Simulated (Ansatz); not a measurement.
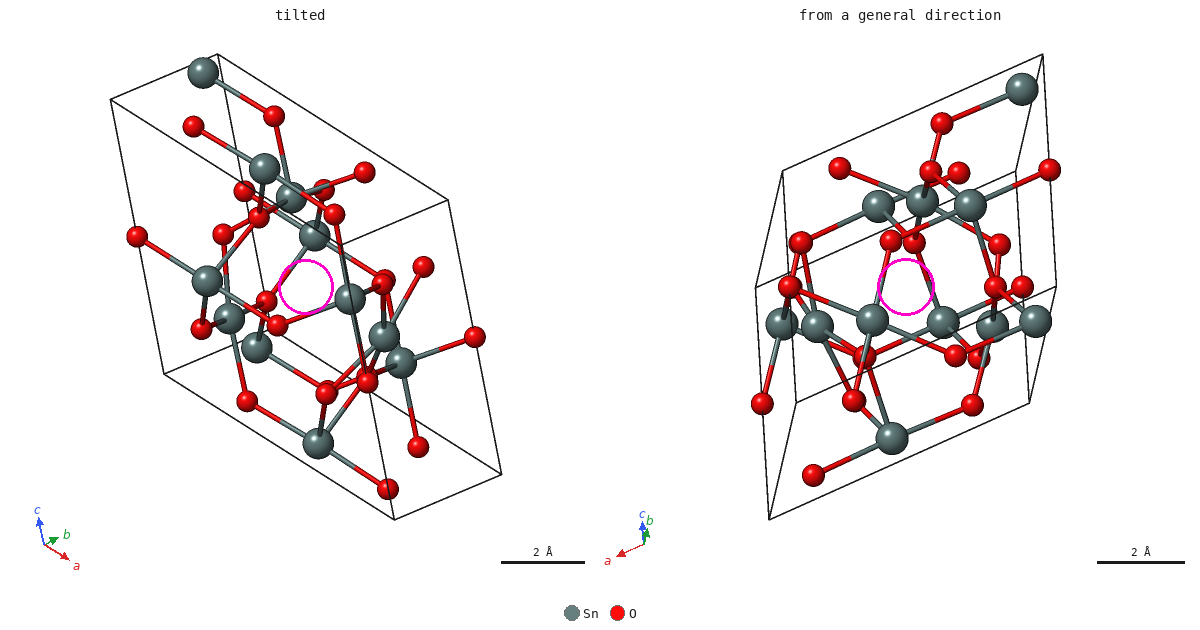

The crystal in a ball-and-stick representation, seen slightly off an axis and from a general direction. One supercell is framed, with atoms on its boundary repeated. The host is SnO$_{2}$, in a cell of 24 sites, and the cell carries a charge of +1. A ring marks the defect's site.

Q: Name the defect and give its surroundings.

A: An oxygen vacancy. Around the empty site lie three Sn and one O at about 2.2 to 2.5 Å.

The calculation used DFT PBE, scalar-relativistic, plane waves, PAW in Ansatz, with plane-wave cutoff 420 eV, Brillouin-zone sampling on a 3×3×3 mesh, Gaussian smearing of 0.01 eV, collinear spins.

Q: Is the defect magnetic?

A: Yes, 0.1 μB in the cell.

The atoms were relaxed in the host's cell with Ansatz, DFT PBE, scalar-relativistic, plane waves, PAW.
